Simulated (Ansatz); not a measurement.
Input of the run:

```
crystal:
  lattice:
    - [-2.305000149, 2.305000149, 2.305000149]
    - [2.305000149, -2.305000149, 2.305000149]
    - [4.610000298, 4.610000298, -4.610000298]
  atoms:
    - { symbol: Eu, position: [0.0, 0.0, 0.0], spin: 7.0 }
    - { symbol: Eu, position: [0.0, 0.0, 0.5], spin: -7.0 }
basis:
  ecutwfc: 420
  ecutrho_ratio: 4
kpoints:
  mp_grid: { grid: [4, 4, 4] }
hamiltonian:
  xc: pbesol
  hubbard: { sites: [{ species: Eu, l: f, u_eff: 5.0 }] }
scf:
  occupations: { method: gaussian, width: 0.05 }
output:
  forces: true
  stress: true
  eigenvalues: true
  populations: true
  hubbard: { sites: [{ species: Eu, l: f }] }
  write_density: true
  write_potential: true
  elf: true
  volumetric_format: npy
magnetization:
  spin_polarized: true
```

Run as:
```bash
ansatz run input.yaml --threads 4 --pin off --max-ram 9216MiB --backend cpu --events-out ev --progress --plain --runs-dir out
```

How will the Eu f shell be filled?

Counting eigenvalues over 0.6 as filled, Eu (atom A) has 7 filled f states (f⁷), 7 up and 0 down; the eigenvalues sum to 7.0; Eu (atom B) has 7 filled f states (f⁷), 0 up and 7 down; the eigenvalues sum to 7.0.

The k mesh is coarse for this system. Spin-orbit coupling is left out, which matters for Eu. Open shells can settle in several states, and this one need not be the lowest.

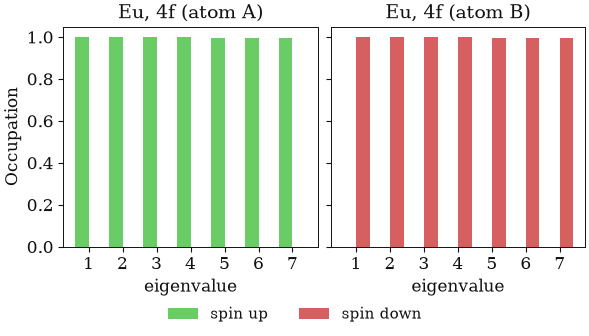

Eigenvalues of the local occupation matrix of the f shell, one panel for each unlike atom (Löwdin-orthogonalised atomic projectors).
